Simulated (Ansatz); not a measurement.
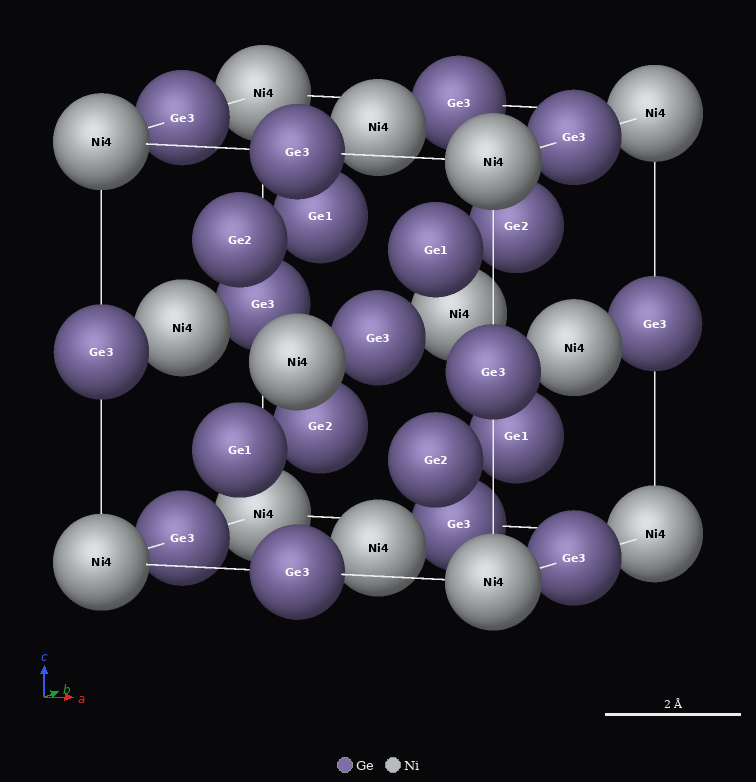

The structure (spheres-only view of the cell 4 times as large as that of the calculation, set on its symmetry axes, seen slightly off an axis; atoms are numbered from 1 in the order of the input). An atom can appear more than once, as a periodic image.

## Two runs on NiGe3

System: NiGe3 (4 atoms in the cell).
Method of the first run: DFT r2SCAN, scalar-relativistic, plane waves, PAW, spin-polarised (Ansatz 0.2.0).

The structure was built on a prototype by a generator; it need not be a known phase. Text and figures count atoms from 1; the logs count them from 0 in places.

**Input file, the first run**
```yaml
crystal:
  lattice:
    - [0.0, 3.1530310228, 3.1530310228]
    - [3.1530310228, 0.0, 3.1530310228]
    - [3.1530310228, 3.1530310228, 0.0]
  atoms:
    - { symbol: Ge, position: [0.25, 0.25, 0.25] }
    - { symbol: Ge, position: [0.75, 0.75, 0.75] }
    - { symbol: Ge, position: [0.5, 0.5, 0.5] }
    - { symbol: Ni, position: [0.0, 0.0, 0.0], spin: 2.5 }
basis:
  ecutwfc: 500
kpoints:
  mp_grid: { grid: [12, 12, 12] }
hamiltonian:
  xc: r2scan
scf:
  occupations: { method: gaussian, width: 0.1 }
  lower_state_search: "off"
output:
  forces: true
  stress: true
  eigenvalues: true
  populations: true
magnetization:
  spin_polarized: true
```

Launched with:
```bash
ansatz run input.yaml --threads 1 --pin off --max-ram 2560MiB --backend cpu --events-out ev --progress --plain --runs-dir out
```

Hardware: 1 thread of Arm Neoverse V1, 24 GiB of memory available, shared host.

**Output, shortened to warnings, some set-up lines, iterations and results (the first run)**
```
WARN: the starting moments were not kept: the SCF closed with an absolute magnetisation of 5.7e-5 μB, where they sum to 2.5 μB in size (1 site). That is at most 0.1 of that sum. Measured as dr2_m measures the in/out step, that magnetisation stands 5.8e-9 eV from none, at or under the dr2_threshold of 1.0e-7 eV: it is no larger than a step whose dr2_m would equal this threshold. The system may …
Basis set: ecut = 500 eV, 1639 PW (Γ), exchange–correlation on 144×144×144 points (64 copies of the dense FFT grid, shifted against one another)
Symmetry: 48 space group operations
k-points: 72 of 1728
Initial density: superposition of atomic densities (chi_scale 0.1, normalization cell)
[...]
SCF iter   1: F=-18741.168544 eV  HF=-18752.405952 eV  |F-HF|=1.12e1  |Δ(HF+E_count)|=         —  Δρ=1.96e-1 (↑4.01e-2 ↓1.96e-1)  dr2=1.42e1  dr2_τ=8.70e-2  dr2_m=7.75e0  …
SCF iter   2: F=-18750.407400 eV  HF=-18751.803764 eV  |F-HF|=1.40e0  |Δ(HF+E_count)|=   6.02e-1  Δρ=7.34e-2 (↑7.34e-2 ↓2.02e-2)  dr2=1.19e0  dr2_τ=1.62e-2  dr2_m=1.08e0  …
SCF iter   3: F=-18750.440132 eV  HF=-18751.862914 eV  |F-HF|=1.42e0  |Δ(HF+E_count)|=   5.91e-2  Δρ=8.56e-2 (↑3.49e-2 ↓8.56e-2)  dr2=2.13e0  dr2_τ=1.37e-2  dr2_m=2.04e0  …
SCF iter   4: F=-18738.985866 eV  HF=-18752.538815 eV  |F-HF|=1.36e1  |Δ(HF+E_count)|=   6.76e-1  Δρ=9.47e-2 (↑8.21e-2 ↓9.47e-2)  dr2=1.58e1  dr2_τ=2.70e-2  dr2_m=2.62e-2  …
SCF iter   5: F=-18751.742033 eV  HF=-18751.723686 eV  |F-HF|=1.83e-2  |Δ(HF+E_count)|=   8.15e-1  Δρ=4.33e-2 (↑4.33e-2 ↓2.08e-2)  dr2=2.30e-1  dr2_τ=9.89e-3  dr2_m=5.86e-1  …
[... 21 lines ...]
SCF iter  27: F=-18752.000668 eV  HF=-18752.000668 eV  |F-HF|=2.17e-7  |Δ(HF+E_count)|=   3.78e-7  Δρ=1.02e-5 (↑1.02e-5 ↓1.05e-6)  dr2=4.98e-8  dr2_τ=6.52e-11  dr2_m=1.46e-8  …
SCF iter  28: F=-18752.000668 eV  HF=-18752.000668 eV  |F-HF|=1.45e-8  |Δ(HF+E_count)|=   3.43e-7  Δρ=2.13e-6 (↑1.05e-6 ↓2.13e-6)  dr2=2.36e-9  dr2_τ=8.95e-12  dr2_m=1.21e-9  …
SCF iter  29: F=-18752.000668 eV  HF=-18752.000668 eV  |F-HF|=3.83e-8  |Δ(HF+E_count)|=   5.60e-8  Δρ=4.75e-6 (↑1.99e-6 ↓4.75e-6)  dr2=3.82e-9  dr2_τ=2.26e-11  dr2_m=6.49e-9  …
SCF iter  30: F=-18752.000668 eV  HF=-18752.000668 eV  |F-HF|=8.22e-10  |Δ(HF+E_count)|=   7.54e-8  Δρ=9.03e-7 (↑3.88e-7 ↓9.03e-7)  dr2=8.31e-10  dr2_τ=1.47e-12  …
SCF 1 converged in 30 iterations: F = -18752.000668 eV  dr2 = 8.31e-10
this state was not tested for a lower state beside it, because the mixer in use, unlike msr1, does not test its closes by its own steps (another_mixer; see scf.mixing.algorithm and scf.lower_state_search)
SCF converged after 30 iterations
Magnetization: 0.0000 μB (30.0000 up, 30.0000 down)
Absolute magnetization: 0.0001 μB (∫|ρ↑−ρ↓|, with the PAW one-centre terms)
Spin contamination: 0.0000 ħ² per cell (⟨S²⟩ above its minimum at these occupations)
Per-site moments (μB) at R_I (Å): [(-1.3860527555143023e-6, 1.126374547924408), (-1.386052755553342e-6, 1.1263745479244078), (1.846788708444763e-6, 1.1263745479244078), (4.323069549670847e-5, 1.126374547924408)]
Free energy (F): -18752.000668 eV
Harris-Foulkes:  -18752.000668 eV  (|F-HF|=8.22e-10)
Internal energy: -18751.989099 eV  (E = F + TS)
E sigma→0 (E₀):  -18751.994884 eV
Entropy (-TS):   -0.011569 eV (-2.892 meV/atom)
Fermi energy:    13.450573 eV
--- Per-component energies (eV) ---
  E_band       = -657.672568
  E_kinetic    = 617.010752
  E_local      = -10071.712225  (includes V_loc(G=0)·N_el)
  E_nonlocal   = 1901.377907
  E_hartree    = 4365.584846
  E_xc         = -285.831158
  E_vxc        = -321.294231  (∫ρ·V_xc dr)
  E_paw        = -7745.305270  (= ΣΔE_a)
  E_vpaw       = -1534.907934  (= ΣTr[D̂ρ^β])
  E_aug_tail   = 0.000278  (compensation charges beyond the density's cutoff)
  E_vtau       = 20.685365  (kinetic-family band-sum trace: ∫τ·v_τ [+ j·A + Jᵃ·Aᵃ] dr)
  E_ewald      = -7529.556864
  E_core_change = -3.557366  (= ΣΔE_core)
  E_smearing   = -0.011569  (= −TS)
  E_closure    = 0.000000  (closes the sum)
  Σ components = -18752.000668   (vs F -18752.000668, Δ=0.00e0)
--- Forces (eV/Å), atoms counted from 1 ---
  atom   1  Ge     0.00000000    -0.00000000     0.00000000
  atom   2  Ge    -0.00000000    -0.00000000     0.00000000
  atom   3  Ge     0.00000000    -0.00000000    -0.00000000
  atom   4  Ni    -0.00000000     0.00000000    -0.00000000
  max |Σ_I F_I| component: 2.78e-17 eV/Å
--- Stress (GPa, compression-positive) ---
        1.646828       0.000000       0.000000
        0.000000       1.646828       0.000000
        0.000000       0.000000       1.646828
  P = ⅓ Tr σ = 1.6468 GPa (16.468 kbar)
--- Löwdin populations: 4 sites ---
  site symbol       q [e]    m [muB]
     0     Ge     14.1223    -0.0000
     1     Ge     14.1223    -0.0000
     2     Ge     14.0192     0.0000
     3     Ni     17.4709     0.0000
  spilling = 0.004423 (of n_electrons = 60.000000)
```

The input of the second run differs as follows (lines with − go, lines with + come):
```diff
-    - { symbol: Ni, position: [0.0, 0.0, 0.0], spin: 2.5 }
+    - { symbol: Ni, position: [0.0, 0.0, 0.0] }
-  populations: true
-magnetization:
-  spin_polarized: true
```

What does this change do to the results?

The energy is the same within 0.01 meV per atom. The SCF takes 11 iterations against 30. On the same kind of shared host the second run took about 0.18 times as long. The two runs start from different initial densities, which also moves the count.

**Output, shortened to warnings, some set-up lines, iterations and results (the second run)**
```
Basis set: ecut = 500 eV, 1639 PW (Γ), exchange–correlation on 144×144×144 points (64 copies of the dense FFT grid, shifted against one another)
Symmetry: 48 space group operations
k-points: 72 of 1728
Initial density: superposition of atomic densities (neutral atoms: chi_scale 0, normalization atom), corrected by the library's trained network
[...]
SCF iter   1: F=-18751.398532 eV  HF=-18751.970445 eV  |F-HF|=5.72e-1  |Δ(HF+E_count)|=         —  Δρ=3.87e-2  dr2=7.54e-1  dr2_τ=5.10e-2  ethr=1.77e-3  ⟨swp⟩=4.7  Hψ=8843  …
SCF iter   2: F=-18749.565084 eV  HF=-18752.185592 eV  |F-HF|=2.62e0  |Δ(HF+E_count)|=   2.15e-1  Δρ=7.52e-2  dr2=2.59e0  dr2_τ=1.06e-2  ethr=1.26e-3  ⟨swp⟩=2.3  Hψ=4923  …
SCF iter   3: F=-18751.898408 eV  HF=-18752.012308 eV  |F-HF|=1.14e-1  |Δ(HF+E_count)|=   1.73e-1  Δρ=1.65e-2  dr2=1.38e-1  dr2_τ=7.03e-4  ethr=1.26e-3  ⟨swp⟩=2.1  Hψ=3662  …
SCF iter   4: F=-18751.998090 eV  HF=-18752.000736 eV  |F-HF|=2.65e-3  |Δ(HF+E_count)|=   1.16e-2  Δρ=2.98e-3  dr2=2.39e-3  dr2_τ=5.45e-5  ethr=2.29e-4  ⟨swp⟩=2.0  Hψ=3730  …
SCF iter   5: F=-18752.000542 eV  HF=-18752.000477 eV  |F-HF|=6.54e-5  |Δ(HF+E_count)|=   2.60e-4  Δρ=6.19e-4  dr2=1.68e-4  dr2_τ=5.98e-6  ethr=3.99e-6  ⟨swp⟩=2.0  Hψ=5027  …
SCF iter   6: F=-18752.000194 eV  HF=-18752.000649 eV  |F-HF|=4.56e-4  |Δ(HF+E_count)|=   1.73e-4  Δρ=1.22e-3  dr2=6.56e-4  dr2_τ=1.87e-6  ethr=2.81e-7  ⟨swp⟩=2.0  Hψ=4966  …
SCF iter   7: F=-18752.000666 eV  HF=-18752.000667 eV  |F-HF|=8.48e-7  |Δ(HF+E_count)|=   1.77e-5  Δρ=1.61e-4  dr2=1.19e-5  dr2_τ=4.68e-8  ethr=2.81e-7  ⟨swp⟩=2.0  Hψ=3380  …
SCF iter   8: F=-18752.000655 eV  HF=-18752.000669 eV  |F-HF|=1.38e-5  |Δ(HF+E_count)|=   1.53e-6  Δρ=2.30e-4  dr2=2.04e-5  dr2_τ=6.29e-8  ethr=1.99e-8  ⟨swp⟩=2.0  Hψ=3107  …
SCF iter   9: F=-18752.000668 eV  HF=-18752.000669 eV  |F-HF|=6.89e-7  |Δ(HF+E_count)|=   3.38e-8  Δρ=6.00e-5  dr2=1.31e-6  dr2_τ=2.64e-9  ethr=1.99e-8  ⟨swp⟩=2.0  Hψ=2871  …
SCF iter  10: F=-18752.000668 eV  HF=-18752.000669 eV  |F-HF|=1.35e-7  |Δ(HF+E_count)|=   6.98e-9  Δρ=2.50e-5  dr2=2.62e-7  dr2_τ=6.68e-10  ethr=2.18e-9  ⟨swp⟩=2.0  Hψ=4370  …
SCF iter  11: F=-18752.000668 eV  HF=-18752.000668 eV  |F-HF|=5.54e-9  |Δ(HF+E_count)|=   2.57e-8  Δρ=4.25e-6  dr2=1.21e-8  dr2_τ=6.22e-10  ethr=1.67e-10  ⟨swp⟩=7.6  Hψ=11820 …
SCF 1 converged in 11 iterations: F = -18752.000668 eV  dr2 = 1.21e-8
SCF converged after 11 iterations
Free energy (F): -18752.000668 eV
Harris-Foulkes:  -18752.000668 eV  (|F-HF|=5.54e-9)
Internal energy: -18751.989099 eV  (E = F + TS)
E sigma→0 (E₀):  -18751.994884 eV
Entropy (-TS):   -0.011570 eV (-2.892 meV/atom)
Fermi energy:    13.450575 eV
--- Per-component energies (eV) ---
  E_band       = -657.674867
  E_kinetic    = 617.010640
  E_local      = -10071.707611  (includes V_loc(G=0)·N_el)
  E_nonlocal   = 1901.376846
  E_hartree    = 4365.580940
  E_xc         = -285.831295
  E_vxc        = -321.294431  (∫ρ·V_xc dr)
  E_paw        = -7745.304669  (= ΣΔE_a)
  E_vpaw       = -1534.905157  (= ΣTr[D̂ρ^β])
  E_aug_tail   = 0.000278  (compensation charges beyond the density's cutoff)
  E_vtau       = 20.685381  (kinetic-family band-sum trace: ∫τ·v_τ [+ j·A + Jᵃ·Aᵃ] dr)
  E_ewald      = -7529.556864
  E_core_change = -3.557366  (= ΣΔE_core)
  E_smearing   = -0.011570  (= −TS)
  E_closure    = -0.000000  (closes the sum)
  Σ components = -18752.000668   (vs F -18752.000668, Δ=0.00e0)
--- Forces (eV/Å), atoms counted from 1 ---
  atom   1  Ge    -0.00000000     0.00000000    -0.00000000
  atom   2  Ge     0.00000000    -0.00000000     0.00000000
  atom   3  Ge     0.00000000     0.00000000     0.00000000
  atom   4  Ni    -0.00000000     0.00000000     0.00000000
  max |Σ_I F_I| component: 1.85e-17 eV/Å
--- Stress (GPa, compression-positive) ---
        1.646837       0.000000       0.000000
        0.000000       1.646837       0.000000
        0.000000       0.000000       1.646837
  P = ⅓ Tr σ = 1.6468 GPa (16.468 kbar)
```

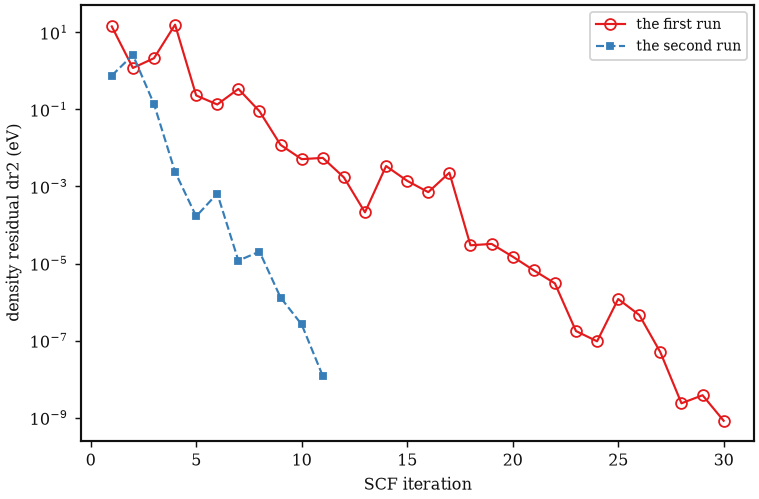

Convergence of the two runs: density residual dr2 against the SCF iteration. The first run takes 30 iterations in all, and the second run takes 11.

**The two runs side by side**

| quantity | the first run | the second run |
| --- | --- | --- |
| outcome | converged | converged |
| free energy per atom (eV) | −4688.0002 | −4688.0002 |
| energy per atom, smearing taken to zero (eV) | −4687.9987 | −4687.9987 |
| gap on the mesh (eV) | 0.00 | 0.00 |
| net moment of the cell (μB) | 0.00 | – |
| absolute moment of the cell (μB) | 0.00 | – |
| pressure (GPa) | 1.65 | 1.65 |
| largest force (eV/Å) | 0.000 | 0.000 |
| SCF iterations | 30 | 11 |
| irreducible k-points | 72 | 72 |
| plane waves at Γ | 1639 | 1639 |
| wall time (shared host) | 2.9 min | 31 s |

For the first run: The electronic state found may not be the lowest one. Warnings: some starting moments were not kept; the state was not tested for a lower one. For the second run: The run has no spin polarisation, so a magnetic state may lie lower.
